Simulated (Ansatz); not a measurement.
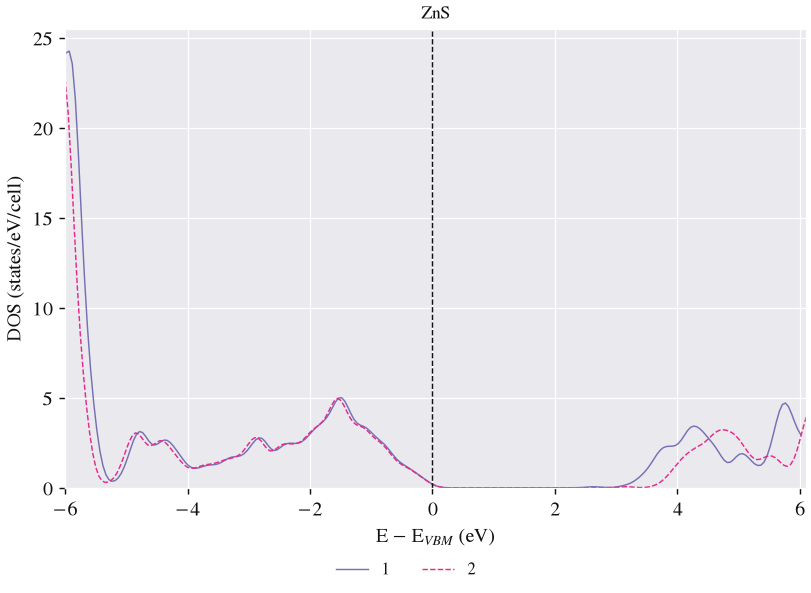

Total densities of states of ZnS, space group P6_3mc (No. 186), 4 atoms in the cell, wurtzite type, epitaxial (xy) strain −0.3%, by two methods on the same cell. The curves are built from the levels of the k mesh with Gaussians 0.3 eV wide, which also blur the band edges. Each is counted from its own valence-band top.

**Which curve is which? The methods: r2SCAN, PBE.**

1 is PBE; 2 is r2SCAN. PBE gives a gap of 2.22 eV and r2SCAN gives a gap of 2.78 eV.

Settings. PBE: DFT, PBE, plane waves, PAW, no spin polarisation, 12×12×4 k mesh, 420 eV cutoff, Fermi-Dirac smearing of 0.02 eV (Ansatz). r2SCAN: DFT, r2SCAN, plane waves, PAW, no spin polarisation, 12×12×4 k mesh, 500 eV cutoff (Ansatz 0.2.0).
